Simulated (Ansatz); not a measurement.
# Band-structure calculation of MoS2

MoS2 (R3m, 3 atoms in the cell), computed with DFT PBE, spin-orbit coupling, plane waves, PAW (Ansatz 0.2.0).

The structure derives from an entry of the Crystallography Open Database. It belongs to a series of runs on one base structure; here: spin-orbit coupling: bands, spin texture, Fermi surface.

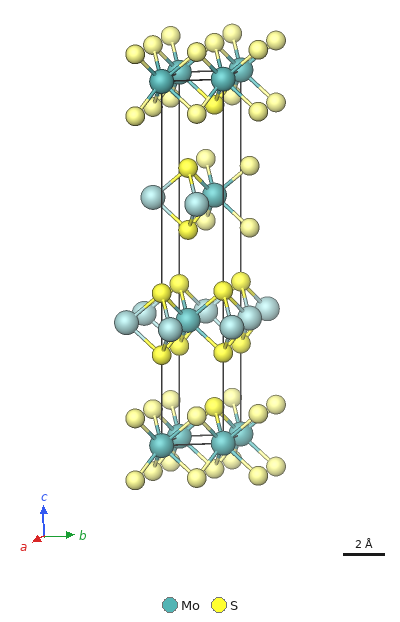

The input geometry (ball-and-stick view of the cell 3 times as large as that of the calculation, set on its symmetry axes, seen slightly off an axis; neighbours outside the cell are drawn fainter). An atom can appear more than once, as a periodic image. Near neighbours in the periodic cell (some may lie outside the picture): Mo has 6 S at 2.40 Å; S has 3 Mo at 2.40 Å.

### Input
```yaml
crystal:
  lattice:
    - [1.580962695, 0.9127692375, 6.1274902416]
    - [-1.580962695, 0.9127692375, 6.1274902416]
    - [0.0, -1.8255384751, 6.1274902416]
  atoms:
    - { symbol: Mo, position: [6.3122e-06, 6.3122e-06, 6.3122e-06] }
    - { symbol: S, position: [0.751693915, 0.751693915, 0.751693915] }
    - { symbol: S, position: [0.5815997728, 0.5815997728, 0.5815997728] }
basis:
  ecutwfc: 420
  ecutrho_ratio: 4
kpoints:
  mp_grid: { grid: [10, 10, 10] }
  band_path:
    path:
      - [[0.0, 0.0, 0.0], [-0.5, -0.5, -0.5], [-0.5, -0.18145998, -0.81854002]]
      - [[-0.18145998, 0.18145998, -0.5], [0.0, 0.0, -0.5], [0.0, 0.0, 0.0], [0.0, 0.34072999, -0.34072999]]
      - [[-0.34072999, 0.0, -0.65927001], [-0.5, 0.0, -0.5], [0.0, 0.0, 0.0]]
    npoints: 10
hamiltonian:
  xc: pbe
scf:
  occupations: { method: gaussian, width: 0.05 }
output:
  forces: true
  stress: true
  eigenvalues: true
  populations: true
  eigenstates:
    nscf_kmesh: { grid: [16, 16, 16] }
    de_dk: true
    e_range: [-2.5, 3.400114507468]
  write_density: true
  write_potential: true
  elf: true
  volumetric_format: npy
magnetization:
  noncollinear: true
  spin_orbit: true
```

Hardware: 4 threads of Intel Xeon @ 2.50GHz (Skylake/Cascade Lake), 12 GiB of memory available, shared host.

Launched with:
```bash
ansatz run input.yaml --threads 4 --pin off --max-ram 9216MiB --backend cpu --events-out ev --progress --plain --runs-dir out
```

### Log
```
basis.fft_grid_basis auto: the FFT boxes are laid along the combinations [[1, -1, 0], [0, 1, 0], [0, -1, 1]] of the cell's own vectors, 3.162, 6.394 and 3.162 Å long. The dense box has 24×45×24 points. Along the cell's own vectors, as sized, it would have 45×45×45, 3.52 times as many. Of the 6 symmetry operations that the crystal satisfies within crystal.symmetry.tolerance (time reversal apart; of a slab, those that keep its plane) the dense box along the cell's own vectors carries 6, and the one as laid loses 4 of those. basis.fft_grid_basis: typed keeps the cell's own vectors: state it where this run's energies or levels are differenced outside the engine with another run's, or held beside a run that keeps those vectors. Those combinations have planes normal to reciprocal vector 3, as the cell's own vectors have. Each planar average written beside output.write_density, output.write_potential has a row for each plane of the box: 24. The volumetric files lie along those combinations, not along the cell's own vectors: a cube or XSF file states them, and fields.json those of NumPy files.
Engine: ansatz 0.2.0, x86_64-unknown-linux-gnu
Pseudopotentials: kind: paw_fr
Pseudopotential: Mo, paw_fr, valence charge 14, recommended cutoff 420 eV (normal), Mo.paw.azcp#standard-fr
Pseudopotential: S, paw_fr, valence charge 6, recommended cutoff 420 eV (normal), S.paw.azcp#standard-fr
Functional definition: PBE
  parameter kappa = 0.804
  parameter beta = 0.06672455060314922
  exchange = pbe_x(kappa = kappa, mu = beta*pi^2/3)
  correlation = pbe_c(beta = beta)
non-collinear run that drives no moment, with spin-orbit: no starting moment large enough to seed its density (crystal.atoms[].spin), no starting occupations that ask for one, no magnetisation constraint and no magnetic field, so the semilocal B_xc is pinned to zero
Crystal: 3 atoms, lattice volume = 53.054 Å³
Basis set: ecut = 420 eV, 1011 PW (Γ), FFT grids on a1−a2, a2, −a2+a3, exchange–correlation on 48×90×48 points (8 copies of the dense FFT grid, shifted against one another)
Bands: 34, of which v1, the nominal top of the filled ones, is band 26 counted from 1 (25 counted from 0)
Symmetry: 6 space group operations + 6 with time reversal
Magnetic group: BNS 160.66 (UNI 1296), of the structure as read, at distance tolerance 3.8e-5 Å
k-points: 116 of 1000 (time reversal used)
Projection manifold: j_resolved (fully-relativistic pseudo-atomic orbitals)
Non-local potential: Mo, projectors of the file, l = 0: 3, l = 1: 4, l = 2: 4, l = 3: 2
Non-local potential: S, projectors of the file, l = 0: 2, l = 1: 4, l = 2: 4
PAW form: soft (Blöchl's): semilocal exchange-correlation on the pseudo side does not see the compensation charge
PAW one-centre angular grid: Mo, 590 points (default); XC on 64 Gauss nodes
PAW one-centre angular grid: S, 110 points (default); XC on 64 Gauss nodes
Initial density: superposition of atomic densities (chi_scale 0.1, normalization cell, long waves kept (reshape's long-wave potential 0.07 eV rms))
Initial wavefunctions: pseudopotential atomic-orbital guess
Functional: x = pbe(κ = 0.804, μ = 0.2195149727645171), c = pbe(β = 0.06672455060314922)
SCF iter   1: F=—  HF=-6764.695839 eV  |F-HF|=—  |Δ(HF+E_count)|=         —  Δρ=6.11e-2  dr2=2.48e0  dr2_m=0.00e0 (ungated)  ethr=3.10e-3  |M|=0.00e0 ∫|m|=0.00e0 μB  |m|>n=0.0e0 m-floor=0.0e0 τ_xc=0.0e0  β_m=0.30  ⟨swp⟩=8.6  Hψ=21333  notcnv=0
preconditioner: auto → none  [insulator: Δε(μ)=0.778 eV  Ē_g=8.555 eV  σ=0.050 eV  W_gap=1.00  n_scr=16 (ndim 8)  ℏωp=21.6 eV  f_vac=0.000  D(μ)=0.00/eV (n_scr^D=0)  ε∞_Penn≈7.4]
SCF iter   2: F=—  HF=-6764.040511 eV  |F-HF|=—  |Δ(HF+E_count)|=   6.55e-1  Δρ=2.75e-2  dr2=4.99e-1  dr2_m=0.00e0 (ungated)  ethr=3.10e-3  |M|=0.00e0 ∫|m|=0.00e0 μB  |m|>n=0.0e0 m-floor=0.0e0 τ_xc=0.0e0  β_m=0.35  ⟨swp⟩=2.5  Hψ=8124  notcnv=0  defer=305
SCF iter   3: F=—  HF=-6764.020467 eV  |F-HF|=—  |Δ(HF+E_count)|=   2.00e-2  Δρ=2.40e-2  dr2=5.79e-1  dr2_m=0.00e0 (ungated)  ethr=1.92e-3  |M|=0.00e0 ∫|m|=0.00e0 μB  |m|>n=0.0e0 m-floor=0.0e0 τ_xc=0.0e0  β_m=0.29  ⟨swp⟩=2.8  Hψ=6279  notcnv=0  defer=305
SCF iter   4: F=—  HF=-6763.942952 eV  |F-HF|=—  |Δ(HF+E_count)|=   7.75e-2  Δρ=1.18e-2  dr2=3.44e-2  dr2_m=0.00e0 (ungated)  ethr=1.92e-3  |M|=0.00e0 ∫|m|=0.00e0 μB  |m|>n=0.0e0 m-floor=0.0e0 τ_xc=0.0e0  β_m=0.48  ⟨swp⟩=2.1  Hψ=5616  notcnv=0  defer=303
SCF iter   5: F=—  HF=-6763.939903 eV  |F-HF|=—  |Δ(HF+E_count)|=   3.05e-3  Δρ=1.05e-3  dr2=2.72e-4  dr2_m=0.00e0 (ungated)  ethr=1.32e-4  |M|=0.00e0 ∫|m|=0.00e0 μB  |m|>n=0.0e0 m-floor=0.0e0 τ_xc=0.0e0  β_m=0.61  ⟨swp⟩=2.5  Hψ=5662  notcnv=0  defer=303
SCF iter   6: F=—  HF=-6763.939986 eV  |F-HF|=—  |Δ(HF+E_count)|=   8.28e-5  Δρ=3.25e-4  dr2=1.33e-4  dr2_m=0.00e0 (ungated)  ethr=1.05e-6  |M|=0.00e0 ∫|m|=0.00e0 μB  |m|>n=0.0e0 m-floor=0.0e0 τ_xc=0.0e0  β_m=0.54  ⟨swp⟩=2.1  Hψ=6650  notcnv=0  defer=303
SCF iter   7: F=—  HF=-6763.939975 eV  |F-HF|=—  |Δ(HF+E_count)|=   1.12e-5  Δρ=2.21e-4  dr2=5.76e-5  dr2_m=0.00e0 (ungated)  ethr=5.12e-7  |M|=0.00e0 ∫|m|=0.00e0 μB  |m|>n=0.0e0 m-floor=0.0e0 τ_xc=0.0e0  β_m=0.44  ⟨swp⟩=2.0  Hψ=5489  notcnv=0  defer=303
SCF iter   8: F=—  HF=-6763.939968 eV  |F-HF|=—  |Δ(HF+E_count)|=   6.92e-6  Δρ=1.02e-4  dr2=9.81e-6  dr2_m=0.00e0 (ungated)  ethr=2.21e-7  |M|=0.00e0 ∫|m|=0.00e0 μB  |m|>n=0.0e0 m-floor=0.0e0 τ_xc=0.0e0  β_m=0.60  ⟨swp⟩=1.7  Hψ=3872  notcnv=0  defer=303
SCF iter   9: F=—  HF=-6763.939967 eV  |F-HF|=—  |Δ(HF+E_count)|=   5.17e-7  Δρ=2.42e-5  dr2=4.72e-7  dr2_m=0.00e0 (ungated)  ethr=3.77e-8  |M|=0.00e0 ∫|m|=0.00e0 μB  |m|>n=0.0e0 m-floor=0.0e0 τ_xc=0.0e0  β_m=0.60  ⟨swp⟩=2.1  Hψ=4668  notcnv=0  defer=303
SCF iter  10: F=—  HF=-6763.939967 eV  |F-HF|=—  |Δ(HF+E_count)|=   2.00e-7  Δρ=3.46e-6  dr2=5.22e-9  dr2_m=0.00e0 (ungated)  ethr=1.82e-9  |M|=0.00e0 ∫|m|=0.00e0 μB  |m|>n=0.0e0 m-floor=0.0e0 τ_xc=0.0e0  β_m=0.68  ⟨swp⟩=2.1  Hψ=5275  notcnv=0  defer=303
SCF iter  11: F=—  HF=-6763.939967 eV  |F-HF|=—  |Δ(HF+E_count)|=   3.55e-9  Δρ=6.00e-7  dr2=2.03e-10  dr2_m=0.00e0 (ungated)  ethr=2.01e-11  |M|=0.00e0 ∫|m|=0.00e0 μB  |m|>n=0.0e0 m-floor=0.0e0 τ_xc=0.0e0  β_m=0.71  ⟨swp⟩=2.0  Hψ=5715  notcnv=0  defer=303
SCF iter  12: F=—  HF=-6763.939967 eV  |F-HF|=—  |Δ(HF+E_count)|=  1.93e-10  Δρ=4.47e-7  dr2=4.22e-10  dr2_m=0.00e0 (ungated)  ethr=1.00e-12  |M|=0.00e0 ∫|m|=0.00e0 μB  |m|>n=0.0e0 m-floor=0.0e0 τ_xc=0.0e0  β_m=0.71  ⟨swp⟩=2.2  Hψ=5624  notcnv=0  defer=303
SCF iter  13: F=—  HF=-6763.939967 eV  |F-HF|=—  |Δ(HF+E_count)|=  3.00e-11  Δρ=3.79e-7  dr2=1.82e-10  dr2_m=0.00e0 (ungated)  ethr=1.00e-12  |M|=0.00e0 ∫|m|=0.00e0 μB  |m|>n=0.0e0 m-floor=0.0e0 τ_xc=0.0e0  β_m=0.51  ⟨swp⟩=2.0  Hψ=5215  notcnv=0  defer=303
SCF iter  14: F=—  HF=-6763.939967 eV  |F-HF|=—  |Δ(HF+E_count)|=  2.18e-11  Δρ=1.17e-7  dr2=1.87e-11  dr2_m=0.00e0 (ungated)  ethr=1.00e-12  |M|=0.00e0 ∫|m|=0.00e0 μB  |m|>n=0.0e0 m-floor=0.0e0 τ_xc=0.0e0  β_m=0.64  ⟨swp⟩=1.6  Hψ=3788  notcnv=0  defer=303
SCF iter  15: F=-6763.939967 eV  HF=-6763.939967 eV  |F-HF|=9.09e-13  |Δ(HF+E_count)|=    0.00e0  Δρ=2.06e-8  dr2=5.03e-13  dr2_m=0.00e0 (ungated)  ethr=1.00e-12  |M|=0.00e0 ∫|m|=0.00e0 μB  |m|>n=0.0e0 m-floor=0.0e0 τ_xc=0.0e0  ⟨swp⟩=10.9  Hψ=18090  notcnv=0
SCF 1 converged in 15 iterations: F = -6763.939967 eV  dr2 = 5.03e-13
  greatest PAW one-centre occupation: 0.998 electrons in one spin orbital (limit 2), on the Mo atom at site 0 (counted from 0), in its partial waves of l = 0
```

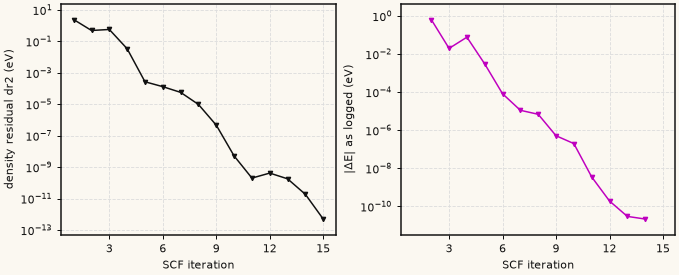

Convergence of the self-consistent field: density residual dr2 and size of the energy change against the SCF iteration. The residual comes down, with one marked jump up, by a factor of about 2, at step 12.

```
NSCF: frozen V_eff on 73 k-points
NSCF: frozen V_eff on 417 k-points
SCF converged after 15 iterations
Magnetization: |M| = 0.0000 μB,  M = (+0.0000, +0.0000, +0.0000) μB
Absolute magnetization: 0.0000 μB (∫|m|)
  site 0: m = (+0.0000, +0.0000, +0.0000) μB, |m| = 0.0000 μB  (R = 0.99 Å)
  site 1: m = (+0.0000, +0.0000, +0.0000) μB, |m| = 0.0000 μB  (R = 0.99 Å)
  site 2: m = (+0.0000, +0.0000, +0.0000) μB, |m| = 0.0000 μB  (R = 0.99 Å)
Free energy (F): -6763.939967 eV
Harris-Foulkes:  -6763.939967 eV  (|F-HF|=9.09e-13)
Internal energy: -6763.939967 eV  (E = F + TS)
E sigma→0 (E₀):  -6763.939967 eV
Fermi energy:    11.538611 eV
--- Per-component energies (eV) ---
  E_band       = -152.476948
  E_kinetic    = 656.554150
  E_local      = -1940.026861  (includes V_loc(G=0)·N_el)
  E_nonlocal   = 198.863462
  E_hartree    = 745.401472
  E_xc         = -378.757530
  E_vxc        = -405.371498  (∫ρ·V_xc dr)
  E_paw        = -4402.525449  (= ΣΔE_a)
  E_vpaw       = -153.299213  (= ΣTr[D̂ρ^β])
  E_aug_tail   = 0.000041  (compensation charges beyond the density's cutoff)
  E_ewald      = -1643.449251
  E_smearing   = -0.000000  (= −TS)
  E_closure    = 0.000000  (closes the sum)
  Σ components = -6763.939967   (vs F -6763.939967, Δ=0.00e0)
--- Forces (eV/Å), atoms counted from 1 ---
  atom   1  Mo     0.00000000    -0.00000000     0.00053832
  atom   2  S      0.00000000     0.00000000    -0.00058881
  atom   3  S      0.00000000    -0.00000000     0.00005050
  max |Σ_I F_I| component: 7.26e-9 eV/Å
--- Stress (GPa, compression-positive) ---
        2.957221       0.000000      -0.000000
        0.000000       2.957221      -0.000000
       -0.000000      -0.000000       2.966021
  P = ⅓ Tr σ = 2.9602 GPa (29.602 kbar)
--- Band table (eV; the first three rows and the last of 116) ---
  k-point 0: bands = ["-50.4329", "-50.4329", "-26.1623", "-26.1623", "-23.7369", "-23.7369", "-23.5713", "-23.5713", "-3.9391", "-3.9391", "-2.2516", "-2.2516", "4.1494", "4.1494", "7.7575", "7.7575", "7.8250", "7.8250", "8.8429", "8.8429", "8.9296", "8.9296", "9.8774", "9.8774", "9.9120", "9.9120", "13.0910", "13.0910", "13.1724", "13.1724", "13.5128", "13.5128", "13.5131", "13.5131"]
  k-point 1: bands = ["-50.4290", "-50.4290", "-26.1727", "-26.1727", "-23.7417", "-23.7417", "-23.5965", "-23.5965", "-3.7847", "-3.7847", "-2.2028", "-2.2028", "4.3303", "4.3306", "7.4630", "7.4638", "7.9513", "7.9519", "8.3571", "8.3603", "8.6522", "8.6528", "9.8278", "9.8343", "10.1129", "10.1159", "12.9908", "13.0252", "13.0686", "13.1038", "13.3063", "13.3466", "13.3968", "13.4363"]
  k-point 2: bands = ["-50.4188", "-50.4188", "-26.2007", "-26.2007", "-23.7628", "-23.7628", "-23.6516", "-23.6515", "-3.3545", "-3.3542", "-2.0670", "-2.0664", "4.7587", "4.7601", "6.7767", "6.7809", "7.4613", "7.4707", "8.1312", "8.1340", "8.3828", "8.3859", "9.6602", "9.6655", "9.8325", "9.8384", "12.3733", "12.3868", "13.0182", "13.0228", "13.3949", "13.3968", "13.8736", "13.8799"]
  k-point 115: bands = ["-50.4329", "-50.4329", "-26.1624", "-26.1624", "-23.7370", "-23.7370", "-23.5713", "-23.5713", "-3.6525", "-3.6525", "-2.7219", "-2.7219", "5.2203", "5.2203", "7.5246", "7.5246", "7.7412", "7.7412", "7.8122", "7.8122", "8.8786", "8.8786", "8.9628", "8.9628", "11.1010", "11.1010", "13.1969", "13.1969", "13.2633", "13.2633", "13.3659", "13.3659", "13.3792", "13.3792"]
--- Löwdin populations: 3 sites ---
  site symbol       q [e]
     0     Mo     13.6845
     1      S      6.0562
     2      S      6.0602
  spilling = 0.007660 (of n_electrons = 26.000000)
--- Fermi surface from the table of eigenstates not read: on its mesh, or on one of the eight of every second point, the electrons fill whole bands (an insulator's do; a metal wants a denser output.eigenstates.nscf_kmesh) ---
```

### File populations.tsv
```
# site	symbol	l	j	q
# orbitals = lowdin
# n_electrons = 26.000000
# spilling = 0.007660
0	Mo	0_4S	0.5	1.966154
0	Mo	0_5S	0.5	0.521346
0	Mo	1_4P	0.5	1.998152
0	Mo	1_4P	1.5	3.995703
0	Mo	2_4D	1.5	2.124888
0	Mo	2_4D	2.5	3.078256
1	S	0_3S	0.5	1.769056
1	S	1_3P	0.5	1.439179
1	S	1_3P	1.5	2.847937
2	S	0_3S	0.5	1.769372
2	S	1_3P	0.5	1.440331
2	S	1_3P	1.5	2.850454
```

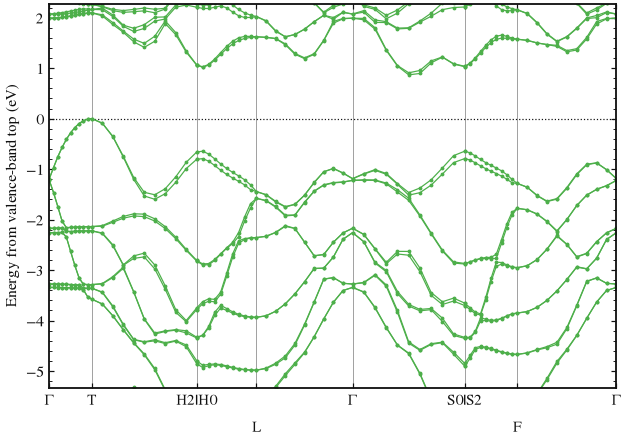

Band structure along Γ–T–H2|H0–L–Γ–S0|S2–F–Γ, with energies from the valence-band top. There is a gap of 0.87 eV on this path, indirect, from T to between Γ and S0.

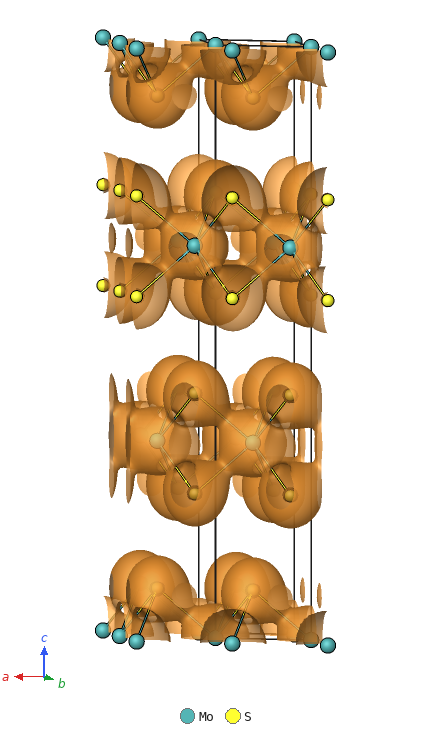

Isosurface of the valence pseudo-density at 0.5 e/Å³ (orange), seen at an oblique angle. Sticks mark near contacts. The outline is the cell set on symmetry axes. At this value the density is joined into sheets; it holds about 70 % of the electrons treated as valence (semicore included). On the grid the lowest density along these lines, outside the cores, is 0.61 e/Å³ (Mo–S, 2.40 Å). In a PAW calculation such maps are meaningful between the atoms, not at the nuclei.

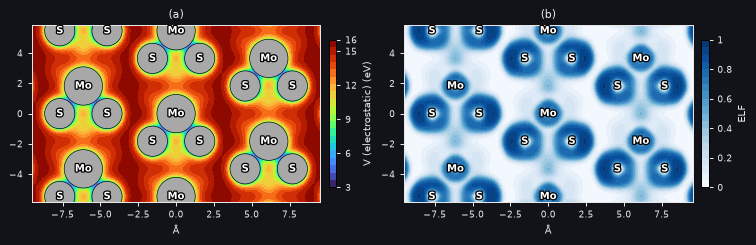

(a) electrostatic potential energy of an electron; (b) electron localisation function on the (110) plane of the conventional cell. Grey discs, where drawn, cover atomic cores. Mo–S (2.40 Å): the ELF is about 0.45 at the midpoint. The strong features right at Mo lie inside the PAW spheres (semicore, d or f shells) and say nothing about bonding. Outside the cores the potential energy rises away from the atoms and is highest about 2.3 Å from the nearest atoms; outside the discs it spans about 12 eV, and its zero is arbitrary.

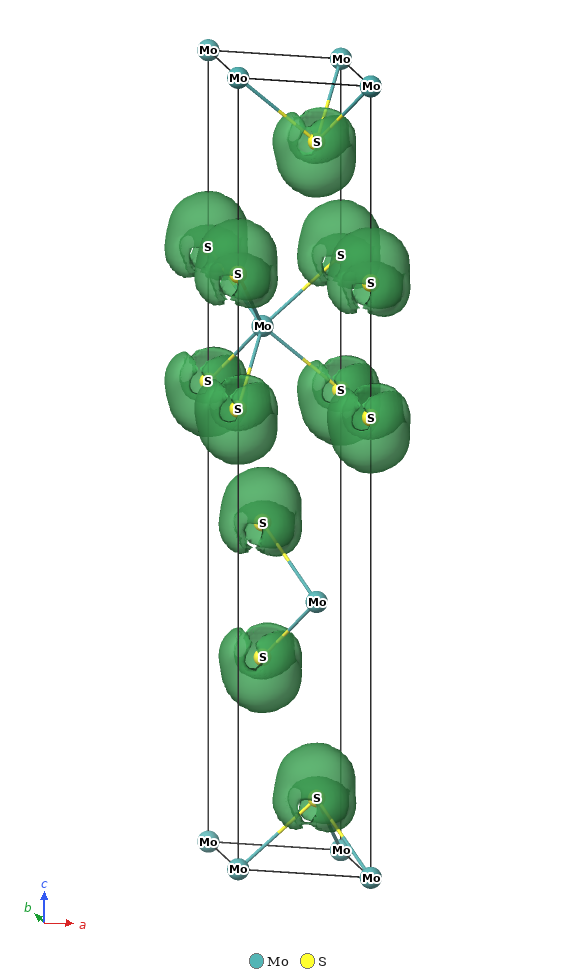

Isosurface of the ELF at 0.8 (green), seen slightly off an axis. Core shells and regions of very low density are left out. Sticks mark near contacts. The outline is the cell set on symmetry axes. Values along the shortest contacts: Mo–S (2.40 Å): the ELF is about 0.45 at the midpoint.

### Summary

- outcome: converged
- space group (tolerance 0.01 Å): R3m (160)
- electrons treated: 26
- free energy: −6763.9400 eV
- Fermi energy: 11.539 eV
- gap on the k-point mesh: 0.88 eV
- gap on the band path: 0.87 eV
- net moment of the cell: 0.00 μB
- integrated absolute moment: 0.00 μB
- pressure: 2.96 GPa
- largest force (length of the vector): 0.001 eV/Å
- wall time: 69 s (CPU time 4.5 min)
- peak memory: 1.1 GiB
